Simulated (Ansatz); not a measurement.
Input

```
crystal:
  lattice:
    - [3.1942615457, 0.0, 0.0]
    - [-1.5971307728, 2.7663116449, 0.0]
    - [0.0, 0.0, 8.1603099275]
  atoms:
    - { symbol: Zr, position: [0.0, 0.0, 0.9665223838] }
    - { symbol: Zr, position: [0.3333333333, 0.6666666667, 0.2758718659] }
    - { symbol: Zr, position: [0.3333333333, 0.6666666667, 0.6371792801] }
    - { symbol: H, position: [0.6666666667, 0.3333333333, 0.7969684302] }
basis:
  ecutwfc: 420
kpoints:
  mp_grid: { grid: [12, 12, 6] }
hamiltonian:
  xc: pbe
scf:
  occupations: { method: gaussian, width: 0.1 }
output:
  forces: true
  stress: true
  eigenvalues: true
  write_density: true
  write_potential: true
  elf: true
  volumetric_format: npy
relax:
  adjacent_minimum: "off"
  f_tol: 0.01
  max_steps: 80
  cell: { stress_tol: 0.05 }
```

Launched as:

```sh
ansatz run input.yaml --threads 1 --pin off --max-ram 2560MiB --backend cpu --events-out ev --progress --plain --runs-dir out
```

Below, planes, directions and counts refer to the conventional cell (a = 3.19 Å, b = 3.19 Å, c = 8.17 Å, α = 90.00°, β = 90.00°, γ = 120.00°).

The fields are those of the relaxed geometry.

Space group P3m1; a generated structure, not necessarily the stable one; computed without spin polarisation.

The calculation used DFT PBE, scalar-relativistic, plane waves, PAW (Ansatz 0.2.0).

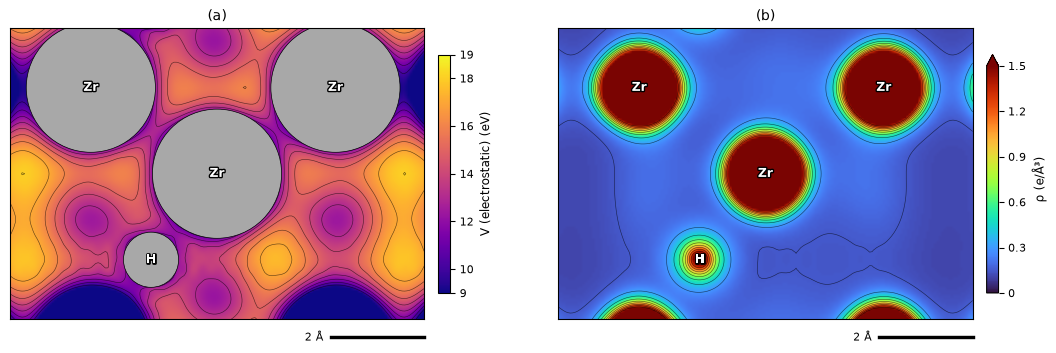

Zr3H. (a) electrostatic potential (local pseudopotential plus Hartree) felt by an electron; (b) valence charge density (pseudo) on the (110) plane of the conventional cell. Grey discs cover the atomic cores in the potential map.

Core electrons are frozen (PAW), and the valence fields are smoothed inside the atomic spheres.

### Interpret the plot.

Atoms in the plane: Zr and H.
Zr–H (2.32 Å): ρ is about 0.29 e/Å³ halfway.
Zr–Zr (3.13 Å): ρ is about 0.18 e/Å³ halfway.
Zr–Zr (3.27 Å): ρ is about 0.17 e/Å³ halfway.
Between the atoms the lowest density in this plane is 0.11 e/Å³.
Outside the cores the potential energy rises away from the atoms and is highest about 2.3 Å from the nearest atoms; its zero is arbitrary.

### Does the calculation make it a metal, or give it a gap?

It is metallic or semimetallic at this level of theory: no gap opens.
